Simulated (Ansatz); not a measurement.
```
CELL_PARAMETERS angstrom
0.00000 0.00000 4.27030
4.27030 -4.27030 0.00000
4.27030 4.27030 0.00000
ATOMIC_POSITIONS crystal
Mg 0.50000 0.00000 0.51656
Mg 0.50000 0.50000 0.01656
Mg 0.50000 0.00000 0.00000
Mg 0.50000 0.50000 0.50000
Mg 0.00000 0.25000 0.75000
Mg 0.00000 0.75000 0.25000
Mg 0.00000 0.25000 0.25000
Mg 0.00000 0.75000 0.75000
O 0.00000 0.00000 0.00000
O 0.00000 0.50000 0.50000
O 0.00000 0.00000 0.50000
O 0.00000 0.50000 0.00000
O 0.50000 0.25000 0.25000
O 0.50000 0.75000 0.75000
O 0.50000 0.25000 0.75000
O 0.50000 0.75000 0.25000
```

Space group Amm2; changed on purpose from its base cell (atom 1 (Mg) moved +0.100 A along Cartesian [1 1 0]); not relaxed (largest force 0.8 eV/Å); computed pressure about −6 GPa in this cell.

Computed with Ansatz, DFT PBEsol, scalar-relativistic, plane waves, PAW.

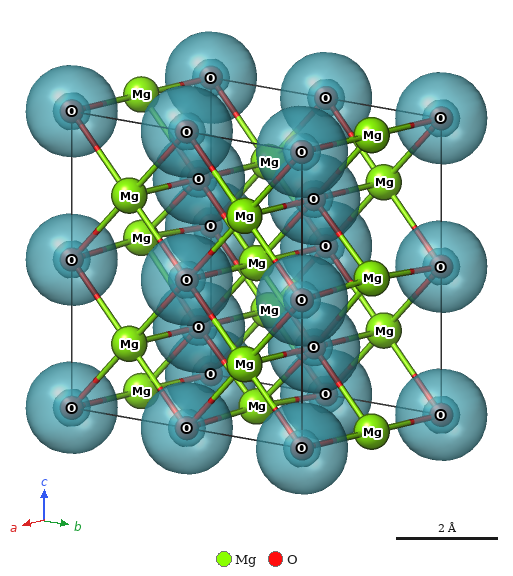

MgO. Isosurface of the electron localisation function at 0.7 (cyan), seen at an oblique angle. Only the valence region is drawn (cores and ρ < 0.01 e/Å³ removed). Sticks mark near contacts.

Q: Where are the electrons localised?

A: At this value the surface marks out eight regions wrapped around O (the valence shell of each), counted in one cell of 16 atoms. Any copies at cell faces, edges or corners count once. Profiles from the grid: Mg–O (2.07 Å): the ELF peaks at about 0.85 in the valence shell of O, 0.7 Å from its nucleus, and is about 0.35 at the midpoint: an ionic contact with no shared pair. Mg–O (2.14 Å): the ELF peaks at about 0.80 in the valence shell of O, 0.6 Å from its nucleus, and is about 0.35 at the midpoint (a closed-shell, largely ionic contact).
